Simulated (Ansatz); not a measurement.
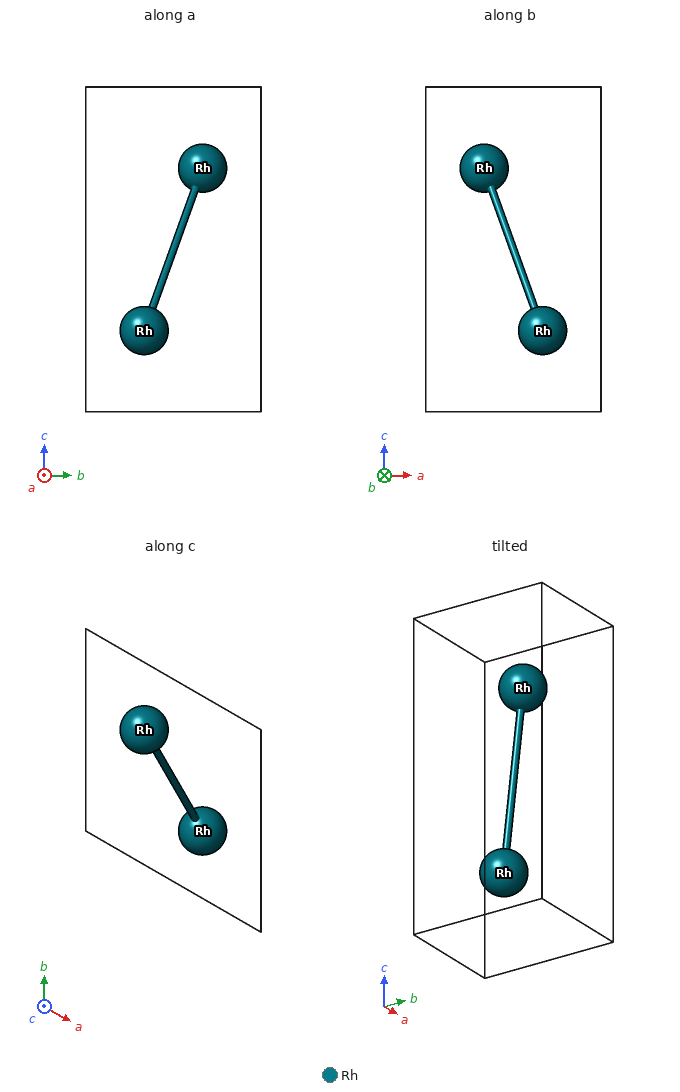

We look at a ball-and-stick model of the crystal along the a axis, along the b axis, along the c axis and slightly off an axis. The frame is the conventional unit cell; atoms at its boundary are shown with their periodic copies.

Lattice parameters: a = 2.688 Å, b = 2.688 Å, c = 4.314 Å, α = 90.00°, β = 90.00°, γ = 120.00°. Put a along x and b in the xy plane.

Q: Write down what is shown as a POSCAR file.

A:
```
Rh
1.0
     2.688    0.000    0.000
    -1.344    2.328    0.000
     0.000    0.000    4.314
Rh
2
Direct
  0.3333 0.6667 0.7500
  0.6667 0.3333 0.2500
```

It goes back to a structure type filled with this element by a generator (whether the element takes this form wasn't checked). The cell was then strained or its atoms displaced on purpose. It was relaxed at fixed volume with Ansatz 0.2.0, DFT r2SCAN, scalar-relativistic, plane waves, PAW.

At this level of theory the cell isn't at rest (compressed, at 6 GPa), so its distances can differ from those at equilibrium, the more so the softer the solid.
